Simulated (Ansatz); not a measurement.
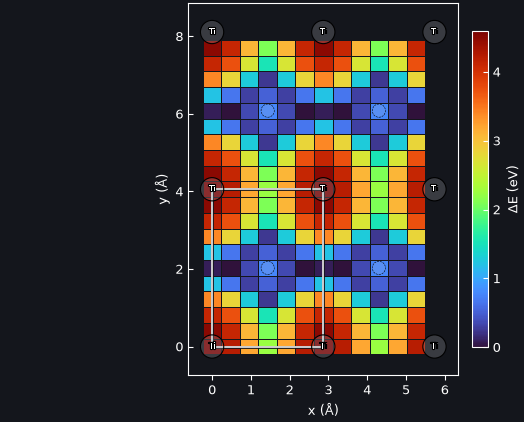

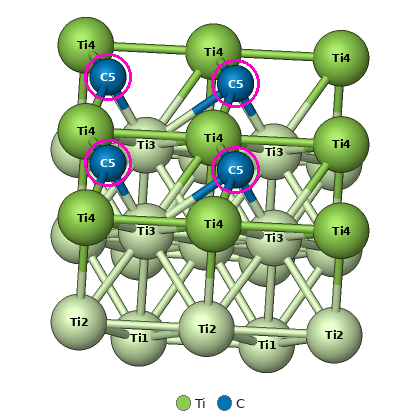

Energy landscape of C on a Ti(110) slab cut from the Fm-3m phase, its upper half relaxed before the scan (4 atoms of substrate and one adsorbate in a 1 × 1 cell). 
- C is moved over the surface cell; relaxed at each place: the height of the adsorbate's atoms; substrate rigid; the origin of the map has the adsorbate above Ti4.
- Places are given modulo a cell vector. The map is drawn in real space over the plane of the surface.
- The scan uses a 6 × 10 grid; 24 points were computed and 36 follow by symmetry.
- Energies are in eV, from the lowest grid point.
- At some places the adsorbate sinks to or below the level of the top layer. With one adsorbate in each 1 × 1 cell, its nearest image is 2.9 Å away, so neighbouring adsorbates interact.
- Theory: DFT PBEsol, scalar-relativistic, plane waves, PAW in Ansatz. Settings: cutoff 420 eV, k-mesh 9×7×1, gaussian smearing 0.1 eV, no spin polarisation.

The picture shows one coloured cell a grid point, labelled circles for the atoms of the top layer and small ones for the second layer, the outline of one cell of the 2 × 2 shown. The second picture is the structure at the lowest point; rings mark the moved atoms.

Q: Where are the lowest and the highest points?

A: The lowest grid point is at (1/6, 5/10) of the cell vectors [nearest 1 Ti at 1.94 Å]. The same energy is found at (5/6, 5/10) of the cell vectors [nearest 1 Ti at 1.94 Å]. The highest grid point, the top site over a surface Ti atom, (0/6, 0/10) of the cell vectors, lies 4.59 eV above the lowest. At the lowest point the adsorbate has 1 Ti at 1.94 Å as nearest neighbours, at the highest 1 Ti at 1.88 Å. Its relaxed height above the top atom is 0.32 Å at the lowest and 1.88 Å at the highest point.

The whole map (24 points run) took 36 min on 1 thread of Arm Neoverse V2, on a shared host.

PAW datasets: the set soft_1.
